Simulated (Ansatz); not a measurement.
**Al3Ni2: geometry relaxation (part 1 of 2)**

The run: geometry relaxation of Al3Ni2 (5 atoms in the cell). Method and program: DFT r2SCAN, scalar-relativistic, plane waves, PAW, no spin polarisation (Ansatz 0.2.0).

The structure derives from a Materials Project entry. It belongs to a series of runs on one base structure; here: biaxial strain in the a-b plane, c and atoms relaxed: -2.0 %.

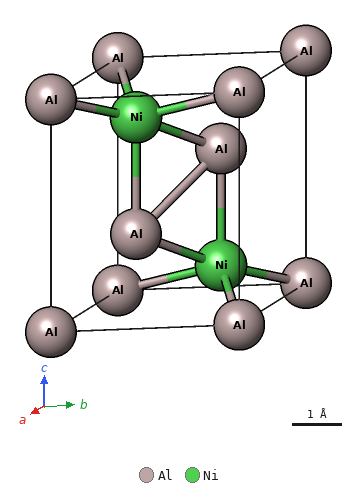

The starting structure (ball-and-stick view of the cell of the calculation, seen slightly off an axis).

**The input**
```yaml
crystal:
  lattice:
    - [3.9265869454, 0.0, 0.0]
    - [-1.9632934727, 3.4005240449, 0.0]
    - [0.0, 0.0, 4.9198653613]
  atoms:
    - { symbol: Al, position: [0.0, 0.0, 0.0] }
    - { symbol: Al, position: [0.3333333333, 0.6666666667, 0.6485323296] }
    - { symbol: Al, position: [0.6666666667, 0.3333333333, 0.3514676704] }
    - { symbol: Ni, position: [0.3333333333, 0.6666666667, 0.1467876657] }
    - { symbol: Ni, position: [0.6666666667, 0.3333333333, 0.8532123343] }
basis:
  ecutwfc: 500
kpoints:
  mp_grid: { grid: [12, 12, 8] }
hamiltonian:
  xc: r2scan
scf:
  occupations: { method: gaussian, width: 0.1 }
output:
  forces: true
  stress: true
  eigenvalues: true
  write_density: true
  write_potential: true
  elf: true
  volumetric_format: npy
relax:
  adjacent_minimum: "off"
  f_tol: 0.008
  max_steps: 40
  cell: { stress_tol: 0.015, fix: [a, b, gamma] }
```

Run on 1 thread of Oxide Virtual Turin-like (Zen 5), 32 GiB of memory available, shared host.

Run as:
```bash
ansatz run input.yaml --threads 1 --pin off --max-ram 2560MiB --backend cpu --events-out ev --progress --plain --runs-dir out
```

**Output**
```
Engine: ansatz 0.2.0, x86_64-unknown-linux-gnu
Pseudopotentials: kind: paw
Pseudopotential: Al, paw, valence charge 3, recommended cutoff 500 eV (meta_gga), Al.paw.azcp
Pseudopotential: Ni, paw, valence charge 18, recommended cutoff 500 eV (meta_gga), Ni.paw.azcp
Functional definition: r2SCAN
  parameter k0 = 0.174
  parameter k1 = 0.065
  parameter a1 = 4.9479
  exchange = r2scan_x(k0 = k0, k1 = k1, a1 = a1)
  correlation = r2scan_c
Crystal: 5 atoms, lattice volume = 65.692 Å³
Basis set: ecut = 500 eV, 1655 PW (Γ), exchange–correlation on 120×120×144 points (64 copies of the dense FFT grid, shifted against one another)
Bands: 28, of which v1, the nominal top of the filled ones, is band 23 counted from 1 (22 counted from 0)
Symmetry: 12 space group operations
Space group: P-3m1 (ITA 164), of the structure as read, at distance tolerance 4.0e-5 Å
k-points: 131 of 1152
Non-local potential: Al, projectors of the file, l = 0: 2, l = 1: 2, l = 2: 1
Non-local potential: Ni, projectors of the file, l = 0: 3, l = 1: 2, l = 2: 3, l = 3: 1
PAW form: soft (Blöchl's): semilocal exchange-correlation on the pseudo side does not see the compensation charge
PAW frozen core: Al, regenerated for the run's functional (the file was generated under x = pbe(κ = 0.804, μ = 0.2195149727645171), c = pbe(β = 0.06672455060314922))
PAW frozen core: Ni, regenerated for the run's functional (the file was generated under x = pbe(κ = 0.804, μ = 0.2195149727645171), c = pbe(β = 0.06672455060314922))
PAW one-centre angular grid: Al, 302 points (default); XC on 160 Gauss nodes
PAW one-centre angular grid: Ni, 590 points (default); XC on 160 Gauss nodes
Initial density: superposition of atomic densities (neutral atoms: chi_scale 0, normalization atom), corrected by the library's trained network
Initial wavefunctions: pseudopotential atomic-orbital guess
Functional: x = r2scan, c = r2scan; τ floored in thin density (d = 2e-4 eV/Å³)
SCF iter   1: F=—  HF=-13314.868407 eV  |F-HF|=—  |Δ(HF+E_count)|=         —  Δρ=2.57e-2  dr2=4.07e-1  dr2_τ=1.35e-1  ethr=1.77e-3  ⟨swp⟩=6.4  Hψ=16965  notcnv=0
preconditioner: auto → Kerker (q_TF=auto, 2.562 Å⁻¹)  [metal: Δε(μ)=0.028 eV  Ē_g=7.376 eV  σ=0.100 eV  W_gap=0.16  n_scr=22 (ndim 8)  ℏωp=24.7 eV  f_vac=0.000  D(μ)=1.34/eV (n_scr^D=8)]
SCF iter   2: F=—  HF=-13315.014127 eV  |F-HF|=—  |Δ(HF+E_count)|=   1.46e-1  Δρ=2.87e-2  dr2=3.00e-1  dr2_τ=2.14e-3  ethr=9.05e-4  ⟨swp⟩=2.8  Hψ=7303  notcnv=0  defer=153
SCF iter   3: F=—  HF=-13314.968653 eV  |F-HF|=—  |Δ(HF+E_count)|=   4.55e-2  Δρ=4.20e-3  dr2=2.18e-2  dr2_τ=3.93e-5  ethr=6.66e-4  ⟨swp⟩=2.1  Hψ=5438  notcnv=0  defer=153
SCF iter   4: F=—  HF=-13314.964327 eV  |F-HF|=—  |Δ(HF+E_count)|=   4.33e-3  Δρ=2.72e-3  dr2=2.95e-3  dr2_τ=2.00e-5  ethr=4.86e-5  ⟨swp⟩=1.2  Hψ=4971  notcnv=0  defer=151
SCF iter   5: F=—  HF=-13314.964219 eV  |F-HF|=—  |Δ(HF+E_count)|=   1.08e-4  Δρ=6.57e-4  dr2=2.87e-4  dr2_τ=2.02e-5  ethr=6.55e-6  ⟨swp⟩=2.0  Hψ=5955  notcnv=0  defer=151
SCF iter   6: F=—  HF=-13314.964247 eV  |F-HF|=—  |Δ(HF+E_count)|=   2.82e-5  Δρ=9.61e-4  dr2=3.40e-4  dr2_τ=2.14e-6  ethr=6.37e-7  ⟨swp⟩=2.0  Hψ=5588  notcnv=0  defer=151
SCF iter   7: F=—  HF=-13314.964290 eV  |F-HF|=—  |Δ(HF+E_count)|=   4.25e-5  Δρ=1.50e-4  dr2=1.02e-5  dr2_τ=7.10e-8  ethr=6.37e-7  ⟨swp⟩=2.3  Hψ=5527  notcnv=0  defer=151
SCF iter   8: F=—  HF=-13314.964290 eV  |F-HF|=—  |Δ(HF+E_count)|=   1.25e-8  Δρ=2.37e-5  dr2=6.78e-7  dr2_τ=7.84e-9  ethr=2.26e-8  ⟨swp⟩=2.4  Hψ=5768  notcnv=0  defer=151
SCF iter   9: F=—  HF=-13314.964290 eV  |F-HF|=—  |Δ(HF+E_count)|=   1.19e-8  Δρ=1.26e-5  dr2=1.26e-7  dr2_τ=1.86e-9  ethr=1.51e-9  ⟨swp⟩=2.0  Hψ=5458  notcnv=0  defer=151
SCF iter  10: F=-13314.964290 eV  HF=-13314.964290 eV  |F-HF|=1.93e-8  |Δ(HF+E_count)|=  3.46e-11  Δρ=6.42e-6  dr2=2.36e-8  dr2_τ=6.28e-11  ethr=2.22e-10  ⟨swp⟩=12.5  Hψ=26536  notcnv=0
SCF 1 converged in 10 iterations: F = -13314.964290 eV  dr2 = 2.36e-8
  greatest PAW one-centre occupation: 1.001 electrons in one spin orbital (limit 2), on the Ni atom at site 4 (counted from 0), in its partial waves of l = 1
relax step   1: F+E_penalty+E_count = -13314.96428996 eV  Δ(F+E_penalty+E_count) = +0.000e0 eV  max|allowed force component| = 4.925e-2 eV/Å  Δτ_max = 0.0000 Å  P = +4.355 GPa  Ω = 65.692 Å³  fix = [a, b, gamma]  reactions: a +7.029, b +7.029 GPa  (10 SCF iters, dr2 threshold 1.00e-7 eV, accepted)
Crystal: 5 atoms, lattice volume = 65.567 Å³
Initial density: handed on by an earlier stage of this run
Initial wavefunctions: those handed on with the density
iter 1 solved again at ethr=2.19e-7 eV; its pass at ethr=3.10e-3 eV (dr2=9.84e-5 eV) is discarded
SCF iter   1: F=—  HF=-13314.964586 eV  |F-HF|=—  |Δ(HF+E_count)|=         —  Δρ=3.27e-4  dr2=8.85e-5  dr2_τ=5.58e-4  ethr=2.19e-7  ⟨swp⟩=2.0  Hψ=17914  notcnv=0
preconditioner: auto → Kerker (q_TF=auto, 2.562 Å⁻¹)  [metal: Δε(μ)=0.006 eV  Ē_g=7.265 eV  σ=0.100 eV  W_gap=0.04  n_scr=22 (ndim 8)  ℏωp=24.7 eV  f_vac=0.000  D(μ)=1.45/eV (n_scr^D=8)]
SCF iter   2: F=—  HF=-13314.965028 eV  |F-HF|=—  |Δ(HF+E_count)|=   4.42e-4  Δρ=2.88e-4  dr2=4.15e-5  dr2_τ=5.84e-7  ethr=1.97e-7  ⟨swp⟩=2.0  Hψ=6609  notcnv=0
SCF iter   3: F=—  HF=-13314.965027 eV  |F-HF|=—  |Δ(HF+E_count)|=   1.06e-6  Δρ=2.88e-4  dr2=4.14e-5  dr2_τ=1.87e-7  ethr=9.23e-8  ⟨swp⟩=2.0  Hψ=5187  notcnv=0
SCF iter   4: F=—  HF=-13314.965022 eV  |F-HF|=—  |Δ(HF+E_count)|=   4.86e-6  Δρ=4.64e-5  dr2=2.73e-6  dr2_τ=8.54e-8  ethr=9.19e-8  ⟨swp⟩=2.4  Hψ=5084  notcnv=0
SCF iter   5: F=-13314.965021 eV  HF=-13314.965022 eV  |F-HF|=1.18e-7  |Δ(HF+E_count)|=   3.12e-7  Δρ=2.50e-5  dr2=4.22e-7  dr2_τ=2.73e-9  ethr=1.11e-9  ⟨swp⟩=8.0  Hψ=27631  notcnv=0
SCF 2 converged in 5 iterations: F = -13314.965021 eV  dr2 = 4.22e-7
relax step   2: F+E_penalty+E_count = -13314.96502144 eV  Δ(F+E_penalty+E_count) = -7.315e-4 eV  max|allowed force component| = 2.084e-2 eV/Å  Δτ_max = 0.0021 Å  P = +4.658 GPa  Ω = 65.567 Å³  energy of the carried Pulay correction = +5.110e-5 eV  fix = [a, b, gamma]  reactions: a +7.178, b +7.178 GPa  (5 SCF iters, dr2 threshold 5.00e-7 eV, accepted)
Crystal: 5 atoms, lattice volume = 65.487 Å³
iter 1 solved again at ethr=1.38e-7 eV; its pass at ethr=3.10e-3 eV (dr2=6.20e-5 eV) is discarded
SCF iter   1: F=—  HF=-13314.965004 eV  |F-HF|=—  |Δ(HF+E_count)|=         —  Δρ=2.42e-4  dr2=5.67e-5  dr2_τ=2.32e-4  ethr=1.38e-7  ⟨swp⟩=2.0  Hψ=17806  notcnv=0
preconditioner: auto → Kerker (q_TF=auto, 2.563 Å⁻¹)  [metal: Δε(μ)=0.008 eV  Ē_g=7.273 eV  σ=0.100 eV  W_gap=0.04  n_scr=22 (ndim 8)  ℏωp=24.7 eV  f_vac=0.000  D(μ)=1.44/eV (n_scr^D=8)]
SCF iter   2: F=—  HF=-13314.965185 eV  |F-HF|=—  |Δ(HF+E_count)|=   1.81e-4  Δρ=2.18e-4  dr2=2.70e-5  dr2_τ=3.04e-7  ethr=1.26e-7  ⟨swp⟩=2.0  Hψ=6607  notcnv=0
SCF iter   3: F=—  HF=-13314.965184 eV  |F-HF|=—  |Δ(HF+E_count)|=   1.10e-6  Δρ=2.23e-4  dr2=2.71e-5  dr2_τ=1.14e-7  ethr=6.01e-8  ⟨swp⟩=2.0  Hψ=5177  notcnv=0
SCF iter   4: F=—  HF=-13314.965180 eV  |F-HF|=—  |Δ(HF+E_count)|=   3.34e-6  Δρ=3.43e-5  dr2=1.69e-6  dr2_τ=4.95e-8  ethr=6.01e-8  ⟨swp⟩=2.4  Hψ=5161  notcnv=0
SCF iter   5: F=-13314.965180 eV  HF=-13314.965180 eV  |F-HF|=8.15e-8  |Δ(HF+E_count)|=   2.29e-7  Δρ=1.88e-5  dr2=2.49e-7  dr2_τ=2.01e-9  ethr=8.09e-10  ⟨swp⟩=7.9  Hψ=27321  notcnv=0
SCF 3 converged in 5 iterations: F = -13314.965180 eV  dr2 = 2.49e-7
relax step   3: F+E_penalty+E_count = -13314.96518019 eV  Δ(F+E_penalty+E_count) = -1.587e-4 eV  max|allowed force component| = 1.401e-3 eV/Å  Δτ_max = 0.0013 Å  P = +4.850 GPa  Ω = 65.487 Å³  energy of the carried Pulay correction = +8.423e-5 eV  fix = [a, b, gamma]  reactions: a +7.270, b +7.270 GPa  (5 SCF iters, dr2 threshold 3.64e-7 eV, accepted)
Initial wavefunctions: pseudopotential atomic-orbital guess (no wavefunctions were taken with the density)
iter 1 solved again at ethr=7.11e-7 eV; its pass at ethr=3.10e-3 eV (dr2=3.20e-4 eV) is discarded
SCF iter   1: F=—  HF=-13314.965097 eV  |F-HF|=—  |Δ(HF+E_count)|=         —  Δρ=1.84e-5  dr2=2.32e-7  dr2_τ=1.72e-8  ethr=7.11e-7  ⟨swp⟩=3.0  Hψ=26367  notcnv=0
eigensolver tolerance schedule: the retry pair's looser diagonalisation over-reported the residual by 1380.65 of it (diagonalisation noise at 0.46 of the residual, at the tolerance the schedule requests for it); recorded, not acted on — ethr = c·dr2/N_el stays at c = 1.0e-1
SCF iter   2: F=—  HF=-13314.965099 eV  |F-HF|=—  |Δ(HF+E_count)|=   1.46e-6  Δρ=2.85e-5  dr2=3.41e-7  dr2_τ=2.47e-9  ethr=5.15e-10  ⟨swp⟩=2.7  Hψ=7375  notcnv=0
SCF iter   3: F=—  HF=-13314.965099 eV  |F-HF|=—  |Δ(HF+E_count)|=   1.79e-8  Δρ=2.28e-5  dr2=2.98e-7  dr2_τ=1.78e-9  ethr=5.15e-10  ⟨swp⟩=2.3  Hψ=5710  notcnv=0
SCF iter   4: F=—  HF=-13314.965099 eV  |F-HF|=—  |Δ(HF+E_count)|=   3.43e-8  Δρ=5.91e-6  dr2=2.63e-8  dr2_τ=1.88e-10  ethr=5.15e-10  ⟨swp⟩=2.3  Hψ=5349  notcnv=0
SCF iter   5: F=—  HF=-13314.965099 eV  |F-HF|=—  |Δ(HF+E_count)|=  7.22e-10  Δρ=3.61e-6  dr2=4.76e-9  dr2_τ=4.09e-10  ethr=5.85e-11  ⟨swp⟩=2.0  Hψ=5537  notcnv=0
SCF iter   6: F=—  HF=-13314.965099 eV  |F-HF|=—  |Δ(HF+E_count)|=  8.04e-10  Δρ=6.47e-7  dr2=2.08e-10  dr2_τ=1.59e-11  ethr=1.06e-11  ⟨swp⟩=2.0  Hψ=4952  notcnv=0
SCF iter   7: F=—  HF=-13314.965099 eV  |F-HF|=—  |Δ(HF+E_count)|=  2.00e-11  Δρ=1.64e-7  dr2=2.60e-11  dr2_τ=3.41e-13  ethr=1.00e-12  ⟨swp⟩=2.1  Hψ=5486  notcnv=0
SCF iter   8: F=-13314.965099 eV  HF=-13314.965099 eV  |F-HF|=7.28e-12  |Δ(HF+E_count)|=  9.09e-12  Δρ=5.98e-8  dr2=2.51e-12  dr2_τ=1.26e-13  ethr=1.00e-12  ⟨swp⟩=5.1  Hψ=19103  notcnv=0
SCF 4 converged in 8 iterations: F = -13314.965099 eV  dr2 = 2.51e-12
relax step   4: F+E_penalty+E_count = -13314.96509893 eV  Δ(F+E_penalty+E_count) = +8.125e-5 eV  max|allowed force component| = 1.467e-3 eV/Å  Δτ_max = 0.0000 Å  P = +4.848 GPa  Ω = 65.487 Å³  fix = [a, b, gamma]  reactions: a +7.268, b +7.268 GPa  stress off target by 7.95e-3 GPa on what of the cell is left free  SCF on the basis re-selected at this cell (its energy is not comparable with the rows above)  (8 SCF iters)
```

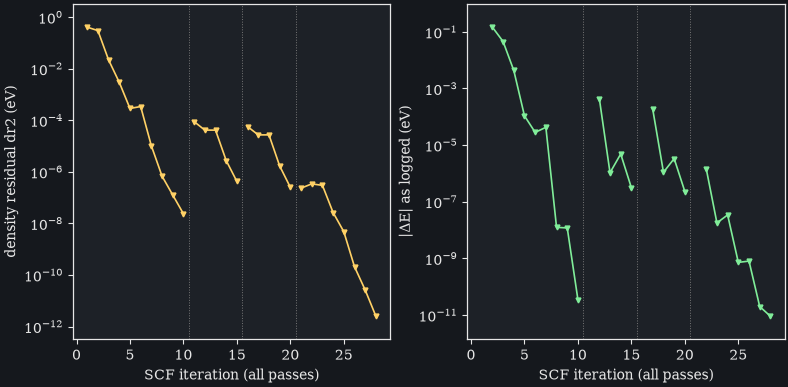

Convergence of the self-consistent field: density residual dr2 and size of the energy change against the SCF iteration. The dotted lines part the SCF passes of the relaxation: geometry steps, rejected trials and re-solves on a re-selected basis. The passes take 10, 5, 5 and 8 iterations.
